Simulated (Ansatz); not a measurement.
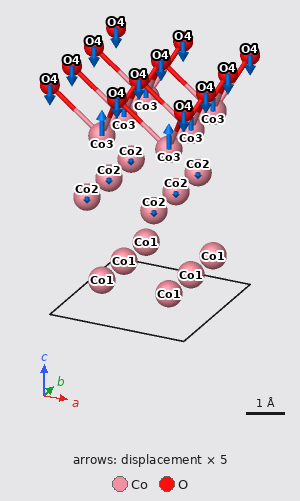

This is a constrained relaxation of a slab of composition Co3O (cut from the P6_3/mmc phase). The starting structure is drawn; blue arrows show the displacements, 5 times their true length.

The picture is a ball-and-stick view of the 2 × 3 repeat of the cell, outlined in the plane, without the vacuum, seen slightly off an axis.

Case: O put at a hollow Co-Co-Co site. The slab is the (0 0 1) face of Co with O on it. 1 atoms are held fixed.

Theory: DFT PBEsol, scalar-relativistic, plane waves, PAW (Ansatz).

Input file:
```yaml
crystal:
  lattice:
    - [2.456418903, 0.0, 0.0]
    - [-1.2282094515, 2.1273211723, 0.0]
    - [0.0, 0.0, 22.969471087]
  atoms:
    - { symbol: Co, position: [0.6666666667, 0.3333333333, 0.3700564096], spin: 1.94 }
    - { symbol: Co, position: [0.3333333333, 0.6666666667, 0.455226739], spin: 1.89 }
    - { symbol: Co, position: [0.6666666667, 0.3333333333, 0.5403882489], spin: 1.94 }
    - { symbol: O, position: [0.0, 0.0, 0.5969851115], spin: 2.0 }
basis:
  ecutwfc: 420
kpoints:
  mp_grid: { grid: [12, 12, 1] }
hamiltonian:
  xc: pbesol
scf:
  occupations: { method: gaussian, width: 0.1 }
output:
  forces: true
  eigenvalues: true
  populations: true
  write_density: true
  write_potential: true
  elf: true
  volumetric_format: npy
magnetization:
  spin_polarized: true
relax:
  adjacent_minimum: "off"
  f_tol: 0.03
  max_steps: 70
  constraints: [{ sites: [0] }]
efield:
  axis: 3
  dipole_correction: true
  ramp_width: 0.04
```

Launched with:
```bash
ansatz run input.yaml --threads 1 --pin off --max-ram 2560MiB --backend cpu --events-out ev --progress --plain --runs-dir out
```

### What happened in the run?

The atom that moves furthest is Co3 (0.14 Å along the normal (+c)). Largest moves by element: Co 0.14 Å, O 0.11 Å. The cell stays as it was. Among the contacts that change: Co3–O4 1.924 → 1.762 Å, Co2–Co3 2.416 → 2.562 Å, Co1–Co2 2.416 → 2.387 Å. Bond angles that change, for instance: O4–Co3–O4 79.3° → 88.4°, Co3–O4–Co3 79.3° → 88.4°. The energy falls by 0.625 eV per cell of the calculation in 4 accepted moves (5 points after the start). The largest force component goes from 4.4 to 0.022 eV/Å. 1 step only repeated the SCF at the same geometry.

Limits of the set-up: the periodic images lie only 2.5 Å apart, so the values are limited by the cell's size.
